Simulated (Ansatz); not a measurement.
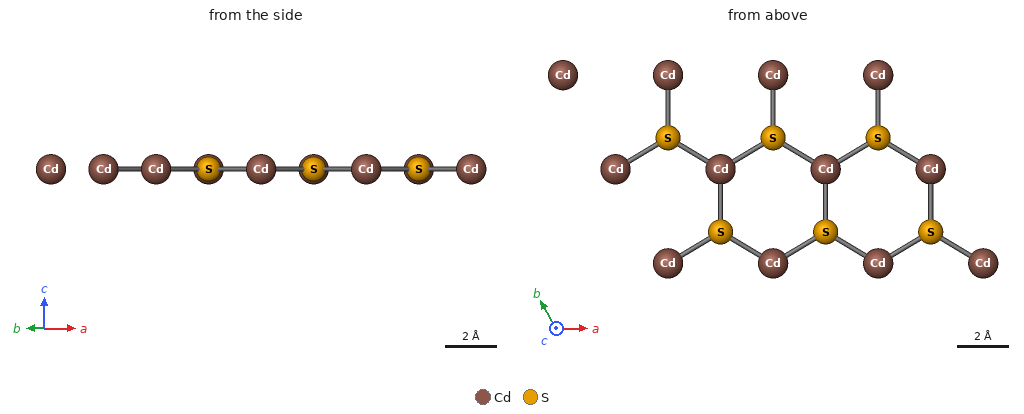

A ball-and-stick picture of a periodic sheet, seen from the side and from above. The surface normal points up in side views; the vacuum is left out. 3×2 cells are drawn in the plane, with atoms at the edges repeated.

The cell holds 1 Cd, 1 S.

**What is exposed at the top and at the bottom?**

The top face ends in Cd and S, the bottom face in Cd and S. The two faces are alike.

**How thick is it?**

About 0.0 Å from the lowest to the highest atom.

**How are the atoms bonded?**

Cd is linked to three S in a trigonal planar arrangement at about 2.4 to 2.5 Å. The neighbours of S are three Cd in a trigonal planar arrangement at about 2.4 to 2.5 Å. The bonds build CdS layers parallel to the surface.

Its origin is a structure listed in the Materials Project. The cell was then strained or its atoms displaced on purpose. A calculation with Ansatz used it as input.
